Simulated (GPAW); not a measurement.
**La₂O₃: single-point calculation**

System: La₂O₃ (P6/mmm, 5 atoms in the cell).
Method: GLLB-SC model potential, plane waves, PAW (GPAW 26.7.0).

The structure derives from an entry of the Crystallography Open Database. The run did not end well. The geometry comes from this level: r2SCAN.

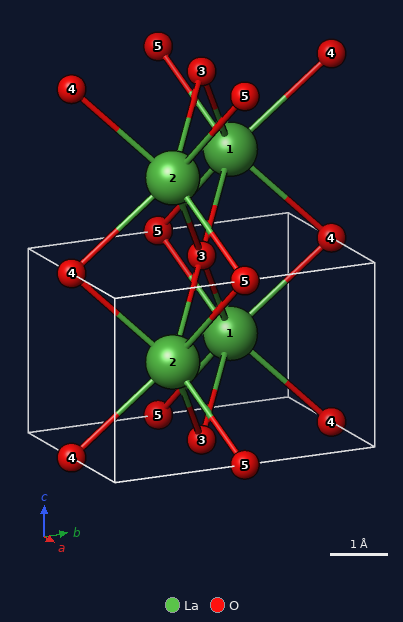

*The input geometry (ball-and-stick view of the cell of the calculation, repeated 1 × 1 × 2, seen slightly off an axis; atoms are numbered from 1 in the order of the input). An atom can appear more than once, as a periodic image.*

Near neighbours in the periodic cell (some may lie outside the picture): La has 6 O at 2.46 Å; O has 4 La at 2.46 Å.

Input file:
```python
import json
from ase import Atoms
from gpaw import GPAW, PW, FermiDirac

atoms = Atoms(['La', 'La', 'O', 'O', 'O'],
              cell=[[6.35459133, 0.0, 0.0], [-3.17729567, 5.50323753, 0.0], [0.0, 0.0, 3.27870908]],
              scaled_positions=[[0.333333333, 0.666666667, 0.500075793], [0.666666667, 0.333333333, 0.499924207], [0.500000017, 0.500000017, 0.0], [0.499999983, 0.0, 0.0], [0.0, 0.499999983, 0.0]],
              pbc=True)
calc = GPAW(mode=PW(400), xc='GLLBSC', kpts={'size': (6, 6, 6), 'gamma': True},
            occupations=FermiDirac(0.02), maxiter=100, legacy_gpaw=True, txt='gpaw.txt')
atoms.calc = calc
res = {'energy': atoms.get_potential_energy(force_consistent=True)}
res['electrons'] = calc.get_number_of_electrons()
res['k'] = calc.get_ibz_k_points().tolist()
res['levels'] = [calc.get_eigenvalues(kpt=i).tolist() for i in range(len(res['k']))]
points = [[0.0, 0.0, 0.0], [0.5, 0.0, 0.0], [0.333333, 0.333333, 0.0], [0.0, 0.0, 0.5], [0.5, 0.0, 0.5], [0.333333, 0.333333, 0.5]]
bands = calc.fixed_density(kpts=points, symmetry='off', nbands=round(res['electrons']) // 2 + 6, convergence={'bands': -2}, txt='bands.txt')
res['points'] = [bands.get_eigenvalues(kpt=i).tolist() for i in range(len(points))]
homo, lumo = bands.get_homo_lumo()
potential = calc.hamiltonian.xc.response.calculate_discontinuity_potential(homo, lumo)
res['discontinuity'] = bands.hamiltonian.xc.response.calculate_discontinuity(potential)
json.dump(res, open('results.json', 'w'))
print('free energy (eV):', round(res['energy'], 5))
```

Run as:
```bash
python run.py
```

Log:
```
___ ___ ___ _ _ _
 |   |   |_  | | | |
 | | | | | . | | | |
 |__ |  _|___|_____|  26.7.0
 |___|_|

OpenMP: False

Versions:

Paths:

Git-hashes:

OMP_NUM_THREADS: 1

Input parameters:
  kpts: {gamma: True,
         size: (6, 6, 6)}
  maxiter: 100
  mode: {ecut: 400.0,
         name: pw}
  occupations: {fixmagmom: False,
                name: fermi-dirac,
                width: 0.02}
  xc: GLLBSC

System changes: positions, numbers, cell, pbc, initial_charges, initial_magmoms

Initialize ...

Memory usage: 99.37 MiB

for details.
```

What the run reported:

- outcome: ended with an error
- space group (tolerance 0.01 Å): P6/mmm (191)
- hardware: 1 thread of Arm Neoverse V2, 24 GiB of memory available, shared host
- wall time: 0.71 s
- peak memory: 0.098 GiB

Diagnosis:

The run ended with an error.
